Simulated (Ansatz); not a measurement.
# Dielectric response of ZnS (10-10) films

Wanted: ε of wurtzite ZnS (10-10) by finite fields on slabs, and the band edges against the vacuum where run.

Program: Ansatz 0.2.0. Level of theory: plane-wave DFT, PBE, Ansatz PAW (set soft_1); PAW set soft_1, in the first sound run; inputs show where later runs differ. Results are calculated unless marked as measured.

## (1) Set-up

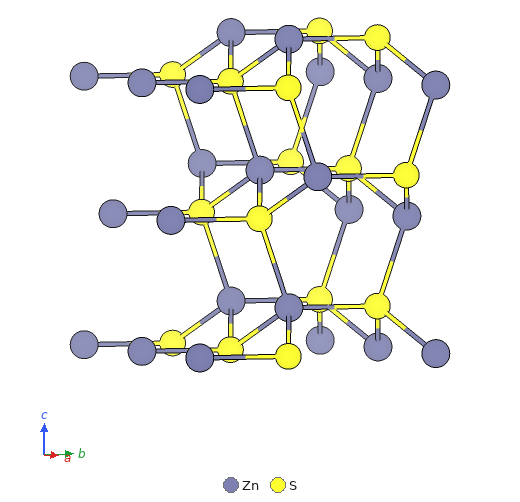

The starting structure, seen from the side, with the c axis up (zinc blue, sulfur yellow). 2×1×1 cells are drawn. Some periodic images of atoms are drawn too.

The cell holds 12 atoms: 6 Zn and 6 S. Its edges and angles: a = 3.820 Å, b = 6.260 Å, c = 25.719 Å, α = 90.0°, β = 90.0°, γ = 90.0°. It derives from ZnS (wurtzite ZnS). Vacuum lies along c.

## (2) Relaxation, 12 atoms, units 3

The structure is relaxed first, because levels and dipoles at a surface follow the positions of the outer atoms.

Input file input.yaml:

```yaml
crystal:
  lattice:
    - [3.82, 0.0, 0.0]
    - [0.0, 6.26, 0.0]
    - [0.0, 0.0, 25.7191730991]
  atoms:
    - { symbol: Zn, position: [0.0, 0.0, 0.3499334899] }
    - { symbol: S, position: [0.0, 0.375, 0.3499334899] }
    - { symbol: Zn, position: [0.5, 0.5, 0.3928096356] }
    - { symbol: S, position: [0.5, 0.875, 0.3928096356] }
    - { symbol: Zn, position: [0.5, 0.0, 0.4785619271] }
    - { symbol: S, position: [0.5, 0.375, 0.4785619271] }
    - { symbol: Zn, position: [0.0, 0.5, 0.5214380729] }
    - { symbol: S, position: [0.0, 0.875, 0.5214380729] }
    - { symbol: Zn, position: [0.0, 0.0, 0.6071903644] }
    - { symbol: S, position: [0.0, 0.375, 0.6071903644] }
    - { symbol: Zn, position: [0.5, 0.5, 0.6500665101] }
    - { symbol: S, position: [0.5, 0.875, 0.6500665101] }
kpoints:
  mp_grid: { grid: [8, 4, 1] }
hamiltonian:
  xc: pbe
  pseudopotentials: { kind: paw, azcp: { folder: soft_1 } }
scf:
  occupations: { method: fixed }
  convergence: { dr2_threshold: 1.0e-09 }
efield:
  axis: 3
  dipole_correction: true
  ramp_position: 0.97
  ramp_width: 0.06
relax:
  f_tol: 0.003
  max_steps: 100
output:
  write_potential: true
  write_density: true
  volumetric_format: npy
```

The run is started by

```
ansatz run input.yaml --threads 4 --pin off --max-ram 8192MiB --backend cpu --events-out ev --progress --plain --runs-dir out
```

Numbers of over 12 decimals in the logs are rounded to 6 here.

The log of the run:

```text
Engine: ansatz 0.2.0, aarch64-unknown-linux-gnu
Pseudopotentials: kind: paw
Pseudopotential: Zn, paw, valence charge 12, recommended cutoff 420 eV (normal), soft_1/Zn.paw.azcp
Pseudopotential: S, paw, valence charge 6, recommended cutoff 420 eV (normal), soft_1/S.paw.azcp
Functional definition: PBE
  parameter kappa = 0.804
  parameter beta = 0.066725
  exchange = pbe_x(kappa = kappa, mu = beta*pi^2/3)
  correlation = pbe_c(beta = beta)
Crystal: 12 atoms, lattice volume = 615.028 Å³
Basis set: ecut = 420 eV, 12077 PW (Γ), exchange–correlation on 54×90×360 points (8 copies of the dense FFT grid, shifted against one another)
Bands: 66, of which v1, the nominal top of the filled ones, is band 54 counted from 1 (53 counted from 0)
Symmetry: 2 space group operations
k-points: 15 of 32 (time reversal used)
Non-local potential: Zn, projectors of the file, l = 0: 2, l = 1: 2, l = 2: 3, l = 3: 1
Non-local potential: S, projectors of the file, l = 0: 2, l = 1: 2, l = 2: 1
PAW form: soft (Blöchl's): semilocal exchange-correlation on the pseudo side does not see the compensation charge
PAW one-centre angular grid: Zn, 590 points (default); XC on 64 Gauss nodes
PAW one-centre angular grid: S, 110 points (default); XC on 64 Gauss nodes
Initial density: superposition of atomic densities (neutral atoms: chi_scale 0, normalization atom)
Initial wavefunctions: pseudopotential atomic-orbital guess
Functional: x = pbe(κ = 0.804, μ = 0.219515), c = pbe(β = 0.066725)
SCF iter   1: F=—  HF=-25337.784428 eV  |F-HF|=—  |Δ(HF+E_count)|=         —  Δρ=3.09e-2  dr2=1.13e1  ethr=3.10e-3  p=-0.000 e·Å  D=-3.18e-15 V/Å  ΔV_dip=0.00 eV  dr2_dipole=1.33e-11  V_vac-E_F(+/−)=6.62/6.62 eV  ⟨swp⟩=6.7  Hψ=4496  notcnv=0  defer=144
efield: sawtooth ramp at fractional position 0.9700 (set: `efield.ramp_position`, or a place that a band, a saddle search or an elastic batch's reference lends), width 0.0600; the density the first Hamiltonian is built on has a dipole p = -0.000 e·Å; the dipole correction subtracts the counter field D = -3.18e-15 V/Å, which shifts the + side's vacuum level by +0.00 eV against the − side's; the planar-averaged density in the ramp window peaks in size at 5.0e-6 e/Å³
preconditioner: auto → Resta (q_TF=auto, 2.042 Å⁻¹)  ε∞=3.4  [insulator: Δε(μ)=2.338 eV  Ē_g=10.013 eV  n_scr=90 (ndim 8)  ℏωp=15.6 eV  f_vac=0.572  ε∞_Penn≈3.4  vacuum switching on, ρ_ref=7.3e-3 e/Å³]
SCF iter   2: F=—  HF=-25334.500166 eV  |F-HF|=—  |Δ(HF+E_count)|=    3.28e0  Δρ=1.65e-2  dr2=1.19e0  ethr=3.10e-3  p=-0.000 e·Å  D=-1.42e-5 V/Å  ΔV_dip=0.00 eV  dr2_dipole=1.04e-8  V_vac-E_F(+/−)=5.75/5.75 eV  ⟨swp⟩=3.3  Hψ=2037  notcnv=0  defer=149  κ⁻¹=1.0e0(r=1)
SCF iter   3: F=—  HF=-25334.233961 eV  |F-HF|=—  |Δ(HF+E_count)|=   2.66e-1  Δρ=6.65e-3  dr2=2.50e-1  ethr=1.11e-3  p=-0.000 e·Å  D=-1.60e-5 V/Å  ΔV_dip=0.00 eV  dr2_dipole=1.47e-8  V_vac-E_F(+/−)=5.32/5.32 eV  ⟨swp⟩=3.0  Hψ=1897  notcnv=0  defer=150
density mixer auto → msr1: gapped (density of states about μ 0.03 of a free-electron gas's, 90 screened modes)
SCF iter   4: F=—  HF=-25334.191372 eV  |F-HF|=—  |Δ(HF+E_count)|=   4.26e-2  Δρ=3.93e-3  dr2=5.35e-2  ethr=2.32e-4  p=-0.000 e·Å  D=-1.84e-6 V/Å  ΔV_dip=0.00 eV  dr2_dipole=2.37e-11  V_vac-E_F(+/−)=5.27/5.27 eV  ⟨swp⟩=3.0  Hψ=1695  notcnv=0  defer=150
SCF iter   5: F=—  HF=-25334.201933 eV  |F-HF|=—  |Δ(HF+E_count)|=   1.06e-2  Δρ=8.08e-4  dr2=3.18e-3  ethr=4.95e-5  p=-0.000 e·Å  D=-7.12e-6 V/Å  ΔV_dip=0.00 eV  dr2_dipole=2.66e-9  V_vac-E_F(+/−)=5.23/5.23 eV  ⟨swp⟩=3.0  Hψ=1950  notcnv=0  defer=150
SCF iter   6: F=—  HF=-25334.203010 eV  |F-HF|=—  |Δ(HF+E_count)|=   1.08e-3  Δρ=5.63e-4  dr2=1.09e-3  ethr=2.95e-6  p=0.000 e·Å  D=3.74e-6 V/Å  ΔV_dip=-0.00 eV  dr2_dipole=1.11e-9  V_vac-E_F(+/−)=5.20/5.20 eV  ⟨swp⟩=2.0  Hψ=1665  notcnv=0  defer=150
SCF iter   7: F=—  HF=-25334.202656 eV  |F-HF|=—  |Δ(HF+E_count)|=   3.54e-4  Δρ=1.19e-4  dr2=6.39e-5  ethr=1.01e-6  p=0.000 e·Å  D=1.14e-6 V/Å  ΔV_dip=-0.00 eV  dr2_dipole=1.26e-10  V_vac-E_F(+/−)=5.19/5.19 eV  ⟨swp⟩=2.0  Hψ=1665  notcnv=0  defer=150
SCF iter   8: F=—  HF=-25334.202738 eV  |F-HF|=—  |Δ(HF+E_count)|=   8.18e-5  Δρ=4.73e-5  dr2=2.24e-5  ethr=5.92e-8  p=-0.000 e·Å  D=-3.45e-6 V/Å  ΔV_dip=0.00 eV  dr2_dipole=8.42e-10  V_vac-E_F(+/−)=5.19/5.19 eV  ⟨swp⟩=2.0  Hψ=1683  notcnv=0  defer=150
SCF iter   9: F=—  HF=-25334.202746 eV  |F-HF|=—  |Δ(HF+E_count)|=   8.35e-6  Δρ=1.54e-5  dr2=1.19e-6  ethr=2.07e-8  p=0.000 e·Å  D=1.96e-6 V/Å  ΔV_dip=-0.00 eV  dr2_dipole=2.73e-10  V_vac-E_F(+/−)=5.18/5.18 eV  ⟨swp⟩=2.0  Hψ=1615  notcnv=0  defer=150
SCF iter  10: F=—  HF=-25334.202592 eV  |F-HF|=—  |Δ(HF+E_count)|=   1.54e-4  Δρ=1.07e-5  dr2=4.02e-7  ethr=1.10e-9  p=-0.000 e·Å  D=-3.09e-7 V/Å  ΔV_dip=0.00 eV  dr2_dipole=6.48e-12  V_vac-E_F(+/−)=5.18/5.18 eV  ⟨swp⟩=2.0  Hψ=1758  notcnv=0  defer=147
SCF iter  11: F=—  HF=-25334.202592 eV  |F-HF|=—  |Δ(HF+E_count)|=   8.15e-8  Δρ=2.91e-6  dr2=3.93e-8  ethr=3.72e-10  p=-0.000 e·Å  D=-1.97e-7 V/Å  ΔV_dip=0.00 eV  dr2_dipole=2.94e-12  V_vac-E_F(+/−)=5.18/5.18 eV  ⟨swp⟩=2.0  Hψ=1577  notcnv=0  defer=147
SCF iter  12: F=—  HF=-25334.202592 eV  |F-HF|=—  |Δ(HF+E_count)|=   6.33e-8  Δρ=9.67e-7  dr2=7.46e-9  ethr=3.64e-11  p=0.000 e·Å  D=3.54e-7 V/Å  ΔV_dip=-0.00 eV  dr2_dipole=9.77e-12  V_vac-E_F(+/−)=5.18/5.18 eV  ⟨swp⟩=2.0  Hψ=1695  notcnv=0  defer=147
SCF iter  13: F=-25334.202592 eV  HF=-25334.202592 eV  |F-HF|=7.64e-11  |Δ(HF+E_count)|=   1.06e-8  Δρ=2.21e-7  dr2=4.65e-10  ethr=1.00e-12  p=-0.000 e·Å  D=-2.24e-7 V/Å  ΔV_dip=0.00 eV  dr2_dipole=4.42e-12  V_vac-E_F(+/−)=5.18/5.18 eV  ⟨swp⟩=8.8  Hψ=7575  notcnv=0
SCF 1 converged in 13 iterations: F = -25334.202592 eV  dr2 = 4.65e-10
  greatest PAW one-centre occupation: 0.986 electrons in one spin orbital (limit 2), on the Zn atom at site 10 (counted from 0), in its partial waves of l = 2
relax step   1: F+E_penalty+E_count = -25334.20259159 eV  Δ(F+E_penalty+E_count) = +0.000e0 eV  max|allowed force component| = 1.157e0 eV/Å  Δτ_max = 0.0000 Å  (13 SCF iters, accepted)
Initial density: handed on by an earlier stage of this run
Initial wavefunctions: those handed on with the density
iter 1 solved again at ethr=1.39e-4 eV; its pass at ethr=3.10e-3 eV (dr2=1.50e-1 eV) is discarded
SCF iter   1: F=—  HF=-25334.890804 eV  |F-HF|=—  |Δ(HF+E_count)|=         —  Δρ=3.88e-3  dr2=1.44e-1  ethr=1.39e-4  p=-0.000 e·Å  D=-2.24e-7 V/Å  ΔV_dip=0.00 eV  dr2_dipole=1.09e-10  V_vac-E_F(+/−)=5.20/5.20 eV  ⟨swp⟩=2.0  Hψ=4201  notcnv=0  defer=150
[...]
SCF 3 converged in 11 iterations: F = -25335.175489 eV  dr2 = 3.29e-10
  greatest PAW one-centre occupation: 0.985 electrons in one spin orbital (limit 2), on the Zn atom at site 0 (counted from 0), in its partial waves of l = 2
relax step   3: F+E_penalty+E_count = -25335.17548916 eV  Δ(F+E_penalty+E_count) = -3.108e-1 eV  max|allowed force component| = 3.153e-1 eV/Å  Δτ_max = 0.1949 Å  (11 SCF iters, accepted)
[...]
relax step   4: F+E_penalty+E_count = -25335.23557549 eV  Δ(F+E_penalty+E_count) = -6.009e-2 eV  max|allowed force component| = 8.060e-2 eV/Å  Δτ_max = 0.1525 Å  (10 SCF iters, accepted)
[...]
relax step   5: F+E_penalty+E_count = -25335.24082879 eV  Δ(F+E_penalty+E_count) = -5.253e-3 eV  max|allowed force component| = 3.480e-2 eV/Å  Δτ_max = 0.0500 Å  (10 SCF iters, accepted)
[...]
relax step   6: F+E_penalty+E_count = -25335.24241860 eV  Δ(F+E_penalty+E_count) = -1.590e-3 eV  max|allowed force component| = 1.938e-2 eV/Å  Δτ_max = 0.0184 Å  (9 SCF iters, accepted)
[...]
relax step   7: F+E_penalty+E_count = -25335.24262711 eV  Δ(F+E_penalty+E_count) = -2.085e-4 eV  max|allowed force component| = 6.533e-3 eV/Å  Δτ_max = 0.0050 Å  (7 SCF iters, accepted)
SCF iter   1: F=—  HF=-25335.242796 eV  |F-HF|=—  |Δ(HF+E_count)|=         —  Δρ=2.52e-5  dr2=5.19e-6  ethr=3.78e-8  p=0.000 e·Å  D=4.42e-9 V/Å  ΔV_dip=-0.00 eV  dr2_dipole=4.20e-14  V_vac-E_F(+/−)=5.97/5.97 eV  ⟨swp⟩=3.1  Hψ=2519  notcnv=0  defer=150
efield: sawtooth ramp at fractional position 0.9700 (set: `efield.ramp_position`, or a place that a band, a saddle search or an elastic batch's reference lends), width 0.0600; the density the first Hamiltonian is built on has a dipole p = 0.000 e·Å; the dipole correction subtracts the counter field D = 4.42e-9 V/Å, which shifts the + side's vacuum level by -0.00 eV against the − side's; the planar-averaged density in the ramp window peaks in size at 2.4e-6 e/Å³
SCF iter   2: F=—  HF=-25335.242639 eV  |F-HF|=—  |Δ(HF+E_count)|=   1.57e-4  Δρ=1.38e-5  dr2=1.16e-6  ethr=4.81e-9  p=-0.000 e·Å  D=-1.77e-8 V/Å  ΔV_dip=0.00 eV  dr2_dipole=1.81e-18  V_vac-E_F(+/−)=5.97/5.97 eV  ⟨swp⟩=2.0  Hψ=1568  notcnv=0  defer=78  κ⁻¹=1.0e0(r=1)
density mixer auto → broyden: gapped, where msr1 would fit the directions that read negative (density of states about μ 0.01 of a free-electron gas's, 90 screened modes)
SCF iter   3: F=—  HF=-25335.242639 eV  |F-HF|=—  |Δ(HF+E_count)|=   1.56e-7  Δρ=5.10e-6  dr2=1.60e-7  ethr=1.08e-9  p=-0.000 e·Å  D=-1.39e-8 V/Å  ΔV_dip=0.00 eV  dr2_dipole=2.11e-16  V_vac-E_F(+/−)=5.97/5.97 eV  ⟨swp⟩=2.5  Hψ=1448  notcnv=0  defer=78  κ⁻¹=7.6e-2(r=2)
SCF iter   4: F=—  HF=-25335.242639 eV  |F-HF|=—  |Δ(HF+E_count)|=   1.20e-8  Δρ=1.78e-6  dr2=1.76e-8  ethr=1.48e-10  p=-0.000 e·Å  D=-1.13e-8 V/Å  ΔV_dip=0.00 eV  dr2_dipole=6.47e-15  V_vac-E_F(+/−)=5.97/5.97 eV  ⟨swp⟩=2.5  Hψ=1751  notcnv=0  defer=78  κ⁻¹=2.2e-2(r=3)
SCF iter   5: F=—  HF=-25335.242639 eV  |F-HF|=—  |Δ(HF+E_count)|=   6.02e-9  Δρ=6.53e-7  dr2=2.26e-9  ethr=1.63e-11  p=-0.000 e·Å  D=-6.86e-10 V/Å  ΔV_dip=0.00 eV  dr2_dipole=2.93e-16  V_vac-E_F(+/−)=5.97/5.97 eV  ⟨swp⟩=2.0  Hψ=1623  notcnv=0  defer=78  κ⁻¹=3.2e-3(r=4)
SCF iter   6: F=-25335.242639 eV  HF=-25335.242639 eV  |F-HF|=6.11e-10  |Δ(HF+E_count)|=   2.92e-9  Δρ=3.33e-7  dr2=4.98e-10  ethr=1.00e-12  p=-0.000 e·Å  D=-1.46e-9 V/Å  ΔV_dip=0.00 eV  dr2_dipole=1.71e-16  V_vac-E_F(+/−)=5.97/5.97 eV  ⟨swp⟩=8.0  Hψ=6597  notcnv=0
SCF 8 converged in 6 iterations: F = -25335.242639 eV  dr2 = 4.98e-10
relax step   8: F+E_penalty+E_count = -25335.24263869 eV  Δ(F+E_penalty+E_count) = -1.159e-5 eV  max|allowed force component| = 9.623e-4 eV/Å  Δτ_max = 0.0011 Å  (6 SCF iters, accepted)
NSCF: frozen V_eff on 15 k-points
the band table was solved once a step of the walk had ended and its energy, with any forces and stress, was formed, with the checks that follow a solve (5963 applications of the Hamiltonian). They found nothing against the state; the energy, forces and stress were not computed again (output.eigenvalues in the input reference)
SCF converged after 6 iterations
Stability not checked: this state was not tested for a lower state beside it, because the mixer in use, unlike msr1, does not test its closes by its own steps (another_mixer; see scf.mixing.algorithm and scf.lower_state_search)
Free energy (F): -25335.242639 eV
Harris-Foulkes:  -25335.242639 eV  (|F-HF|=6.11e-10)
Internal energy: -25335.242639 eV  (E = F + TS)
E sigma→0 (E₀):  -25335.242639 eV
Fermi energy:    -1.427534 eV
Dipole field:    D = -0.000000 V/Å  (p = -0.000000 e·Å, saw-weighted, corrected)
Work function:   Φ+ = 5.9723 eV   Φ− = 5.9723 eV
Levels:          The Fermi level and band energies are counted from a zero that moves with the ramp; work functions are not
--- Per-component energies (eV) ---
  E_band       = -746.514441
  E_kinetic    = 1513.997808
  E_local      = -89540.366845  (includes V_loc(G=0)·N_el)
  E_nonlocal   = 5128.347769
  E_hartree    = 42764.415662
  E_xc         = -1001.347435
  E_vxc        = -798.456652  (∫ρ·V_xc dr)
  E_paw        = -15038.265476  (= ΣΔE_a)
  E_vpaw       = -2578.865520  (= ΣTr[D̂ρ^β])
  E_aug_tail   = -0.001503  (compensation charges beyond the density's cutoff)
  E_efield     = 0.000000  (sawtooth field / dipole correction)
  E_vefield    = -0.000000  (∫n·V_field dr)
  E_ewald      = 30837.977381
  E_smearing   = -0.000000  (= −TS)
  E_closure    = -0.000000  (closes the sum)
  Σ components = -25335.242639   (vs F -25335.242639, Δ=0.00e0)
--- Forces (eV/Å), atoms counted from 1 ---
  atom   1  Zn    -0.00000000    -0.00079114     0.00016245
  atom   2  S      0.00000000     0.00008981    -0.00046669
  atom   3  Zn    -0.00000000     0.00096158     0.00076503
  atom   4  S      0.00000000    -0.00020924     0.00013463
  atom   5  Zn    -0.00000000    -0.00002979    -0.00032784
  atom   6  S      0.00000000    -0.00002569    -0.00080148
  atom   7  Zn    -0.00000000    -0.00002976     0.00032799
  atom   8  S      0.00000000    -0.00002566     0.00080131
  atom   9  Zn    -0.00000000     0.00096160    -0.00076494
  atom  10  S      0.00000000    -0.00020924    -0.00013470
  atom  11  Zn    -0.00000000    -0.00079115    -0.00016245
  atom  12  S      0.00000000     0.00008981     0.00046668
  max |Σ_I F_I| component: 8.88e-6 eV/Å
--- Band table (eV; the first three rows and the last of 15) ---
  k-point 0: bands = [... 50 lower, -1.9805, -1.7312, -1.6163, -1.4275, 0.8164, 1.4858, 2.0020, 2.3517, ... 8 higher]
  k-point 1: bands = [... 50 lower, -1.9818, -1.9199, -1.7899, -1.5870, 1.5006, 1.6942, 2.0117, 2.0766, ... 8 higher]
  k-point 2: bands = [... 50 lower, -1.9941, -1.9941, -1.8915, -1.8915, 1.8902, 1.8902, 2.1108, 2.1108, ... 8 higher]
  k-point 14: bands = [... 50 lower, -2.8785, -2.8785, -2.5955, -2.5955, 2.0304, 2.0304, 2.4531, 2.4531, ... 8 higher]
--- Relaxed structure (8 steps of the walk, 8 accepted, 0 SCFs on fresh bases) ---
  F+E_penalty+E_count = -25335.24263869 eV   max|allowed force component| = 9.623e-4 eV/Å
  atoms:
    - { symbol: Zn, position: [1.391141237370949e-17, 0.043716, 0.368544] }
    - { symbol: S, position: [-6.701929107933315e-18, 0.379734, 0.340968] }
    - { symbol: Zn, position: [0.5, 0.481549, 0.385900] }
    - { symbol: S, position: [0.5, 0.865090, 0.393222] }
    - { symbol: Zn, position: [0.5, -0.010707, 0.481476] }
    - { symbol: S, position: [0.5, 0.365617, 0.475595] }
    - { symbol: Zn, position: [-2.178179212616199e-18, 0.489293, 0.518524] }
    - { symbol: S, position: [2.217492498751862e-18, 0.865617, 0.524405] }
    - { symbol: Zn, position: [5.16495916619044e-18, -0.018451, 0.614100] }
    - { symbol: S, position: [-3.0854335420835173e-19, 0.365090, 0.606778] }
    - { symbol: Zn, position: [0.5, 0.543716, 0.631456] }
    - { symbol: S, position: [0.5, 0.879734, 0.659032] }
```

Elapsed: 2.2 min, on 4 threads of Arm Neoverse V1, shared host; peak memory 1.3 GiB.

The steps of the relaxation:

```
step  energy less that of the first step (eV)  largest force component (eV/Å)
   1                                   0.0000                          1.1567
   2                                  -0.6621                          0.7142
   3                                  -0.9729                          0.3153
   4                                  -1.0330                          0.0806
   5                                  -1.0382                          0.0348
   6                                  -1.0398                          0.0194
   7                                  -1.0400                          0.0065
   8                                  -1.0400                          0.0010
```

Forces are held to the 2 operations that the run works with; a distortion that breaks them can't arise in this run.

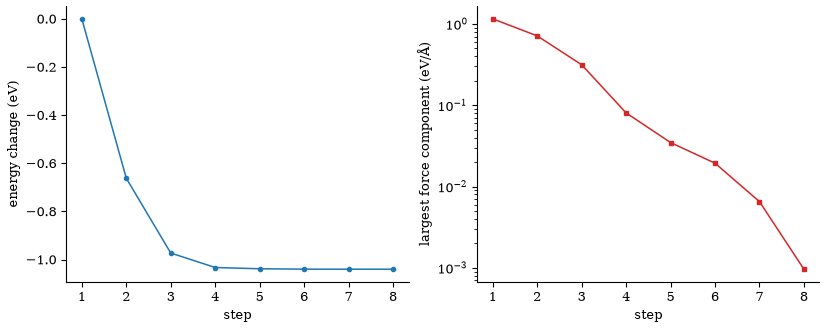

Energy and largest force along the relaxation.

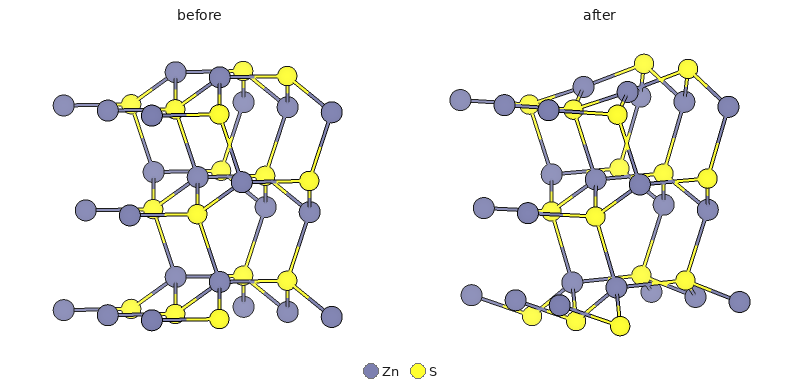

Before and after, at one scale.

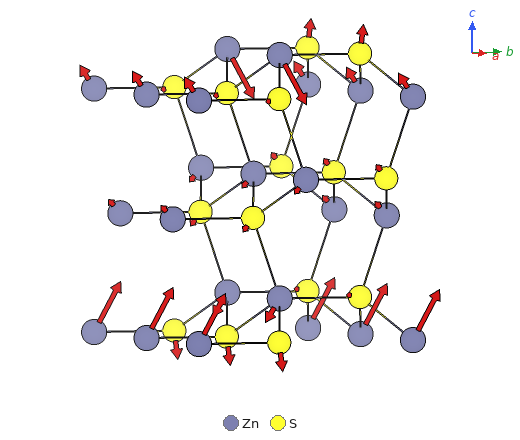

Displacements in the relaxation, exaggerated; the longest in the cell stands for 0.55 Å. 2×1×1 cells are drawn. Some periodic images of atoms are drawn too.

The atoms that moved most (Å):

```
atom     dx      dy      dz  length
Zn11  0.000   0.274  -0.479   0.551
 Zn1  0.000   0.274   0.479   0.551
  S2  0.000   0.030  -0.231   0.232
 S12  0.000   0.030   0.231   0.232
 Zn3  0.000  -0.116  -0.178   0.212
 Zn9  0.000  -0.116   0.178   0.212
 Zn7  0.000  -0.067  -0.075   0.101
 Zn5  0.000  -0.067   0.075   0.101
```

Numbers from this step:

```yaml
gap_on_the_k_mesh: 2.244 eV
dipole_along_the_normal: -3.90e-8 e·Å
ionisation_energy_upper_face: 5.972 eV
electron_affinity_upper_face: 3.728 eV
```

Running mean over 3.308 Å of the planar mean; the ramp of the sawtooth is left out. Table of electron's electrostatic potential energy less the highest filled level by z:

```
z (Å)  electron's electrostatic potential energy less the highest filled level (eV)
    4                                                                          5.97
    6                                                                          5.90
    8                                                                          1.29
   10                                                                         -3.18
   12                                                                         -3.14
   14                                                                         -3.22
   16                                                                         -3.13
   18                                                                          2.56
   20                                                                          5.94
   22                                                                          5.97
```

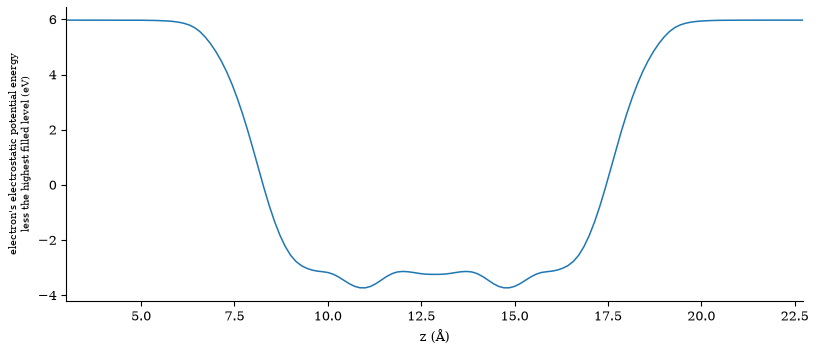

Electron's electrostatic potential energy less the highest filled level against z.

The relaxation took 8 steps and lowered the energy by 1.0 eV; the largest force on the free atoms ends at 9.6e-4 eV/Å.

The gap is 2.24 eV, with the valence edge 5.97 eV and the conduction edge 3.73 eV under the upper vacuum level.

[end of part 1 of 6]

[Logs are printed without paths, hosts, clocks, repeated set-up lines and the standing remarks that a program may print on its own settings, such as how far it seeks lower states.]

[Hosts, paths, dates, database ids (printed as entryN), source tags and the programs' standing remarks are cut or masked in the printed files.]

[Maps of the electrostatic potential energy from Ansatz leave out the sawtooth potential of an applied field or a dipole correction, so their vacuum need not be flat; planar profiles and work functions include it.]
